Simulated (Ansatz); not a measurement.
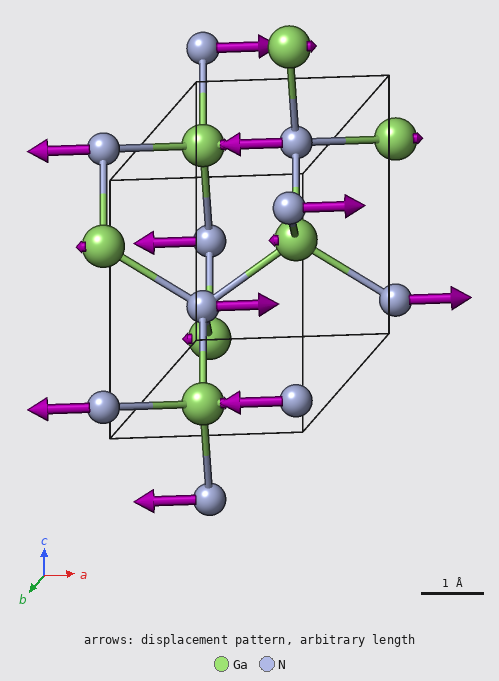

One vibrational mode of solid GaN at the zone centre. The purple arrows are the displacements of the atoms (eigenvector over the root of the mass), of arbitrary overall length and sign. Style: ball-and-stick. Shown: the cell of the calculation, from a free direction.

The calculation used Ansatz, DFT LDA, scalar-relativistic, plane waves, PAW.

The input:
```yaml
crystal:
  lattice:
    - [3.1518084872, 0.0, 0.0]
    - [-1.5759042436, 2.7295462178, 0.0]
    - [0.0, 0.0, 5.1384146332]
  atoms:
    - { symbol: Ga, position: [0.3333333333, 0.6666666667, -0.0007033891] }
    - { symbol: Ga, position: [0.6666666667, 0.3333333333, 0.4992966109] }
    - { symbol: "N", position: [0.3333333333, 0.6666666667, 0.3757033891] }
    - { symbol: "N", position: [0.6666666667, 0.3333333333, 0.8757033891] }
basis:
  ecutwfc: 420
kpoints:
  mp_grid: { grid: [12, 12, 6] }
hamiltonian:
  xc: lda
scf:
  occupations: { method: fixed }
output:
  eigenvalues: true
phonons:
  method: dfpt
  dielectric: true
  rigid_motions: translations
  raman: true
  eigenvectors: true
```

Launched with:
```bash
ansatz run input.yaml --threads 1 --pin off --max-ram 3072MiB --backend cpu --events-out ev --progress --plain --runs-dir out
```

Frequencies are those without the non-analytic (LO–TO) term.

What mode is this, and where does it lie in the spectrum?

Answer. This is the E₂ mode (doubly degenerate; one member of the set is drawn) at 570 cm⁻¹, optical level 5 of 6, counted from below, Raman-active by symmetry. All motion is along a; atoms of one kind move against one another, with no net shift of any sublattice; it stretches the shortest Ga–N bonds (1.93 Å); the kinetic energy is shared as N 88 %, Ga 12 %.
